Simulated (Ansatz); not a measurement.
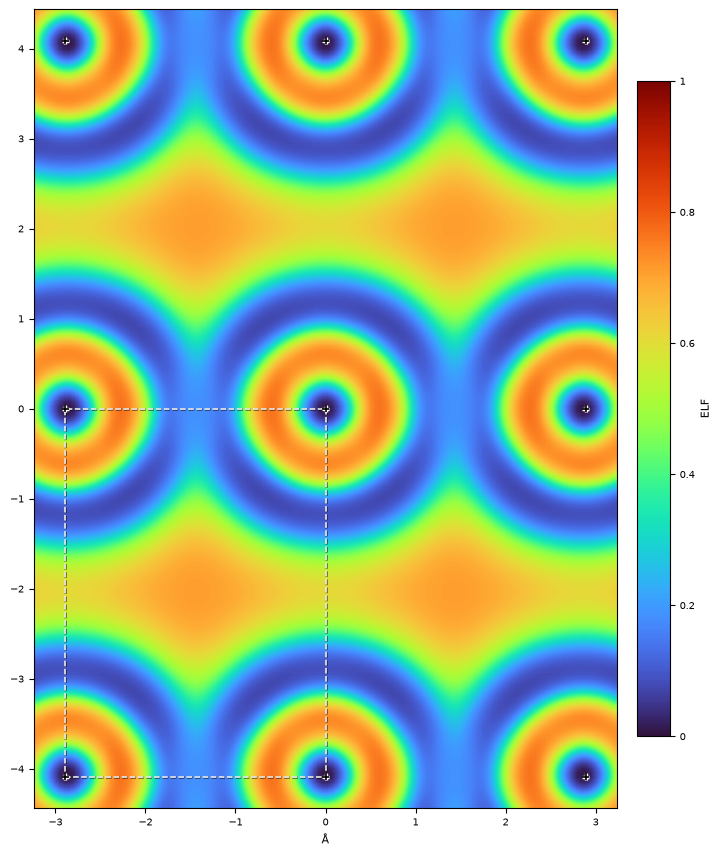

The electron localisation function on a plane through atoms (crosses mark nuclei in the plane).

Level of theory: Ansatz 0.2.0, DFT, r2SCAN, plane waves (500 eV) with PAW, scalar-relativistic.

Candidates:
A. Rh, a = 2.93 Å, b = 2.93 Å, c = 2.93 Å, α = 90.00°, β = 90.00°, γ = 90.00°. Space group Im-3m; set up as Rh, bcc; a generated structure, not necessarily the stable one; changed on purpose from its base cell (volume × 0.88); computed pressure about 41 GPa in this cell; spin-polarised.
B. Nb, a = 4.04 Å, b = 4.04 Å, c = 4.04 Å, α = 90.00°, β = 90.00°, γ = 90.00°. Space group Fm-3m; set up as Nb, fcc; a generated structure, not necessarily the stable one; changed on purpose from its base cell (volume × 0.88); computed pressure about 26 GPa in this cell; the program warned that a starting moment wasn't kept; spin-polarised, but the moments vanished.
C. Sc, a = 2.89 Å, b = 2.89 Å, c = 2.89 Å, α = 90.00°, β = 90.00°, γ = 90.00°. Space group Pm-3m; set up as Sc, simple cubic; a generated structure, not necessarily the stable one; changed on purpose from its base cell (volume × 0.92); computed pressure about 3 GPa in this cell; spin-polarised.

Which system is this?

Candidate C: Sc on the (101) plane of the conventional cell, which holds Sc. Sc–Sc (2.89 Å): the ELF is about 0.20 at the midpoint; no shared electron pair shows on this line.
